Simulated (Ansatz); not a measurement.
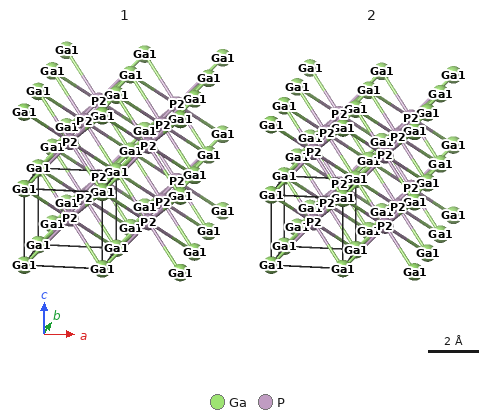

Two geometries of a crystal of GaP (built on the CsCl type), drawn at one scale. One is the start of a relaxation, the other its converged end. A ball-and-stick model of the cell of the calculation, repeated 2 × 3 × 2 with one cell outlined, seen slightly off an axis.

Computed with DFT, PBE, plane waves, PAW (Ansatz). (plane-wave cutoff 420 eV; k-point mesh 8 × 8 × 8; occupations fermi dirac; smearing width 0.02 eV; no spin polarisation; cell and atoms relaxed; force threshold 0.005 eV/Å)

**Which one is relaxed?**

Structure 1 is the relaxed one. No atom moves by more than 0.005 Å relative to the cell. The volume changes by +29.3 %, with a = b = c 2.943 → 3.207 Å (+8.9 %). Some distances before and after: Ga1–P2 2.549 → 2.777 Å. The space group stays Pm-3m (No. 221). After 5 accepted moves (7 points after the start) the energy has fallen by 0.665 eV per cell of the calculation. All forces vanish by symmetry, so only the cell relaxes. Pressure: 35.98 GPa at the start and 0.04 GPa at the end. The SCF was repeated twice at an unchanged geometry on a basis and grid sized afresh for the cell, which shifted the energy by 8.7 meV per cell of the calculation at most. The run took about 6 core-seconds on a shared host.
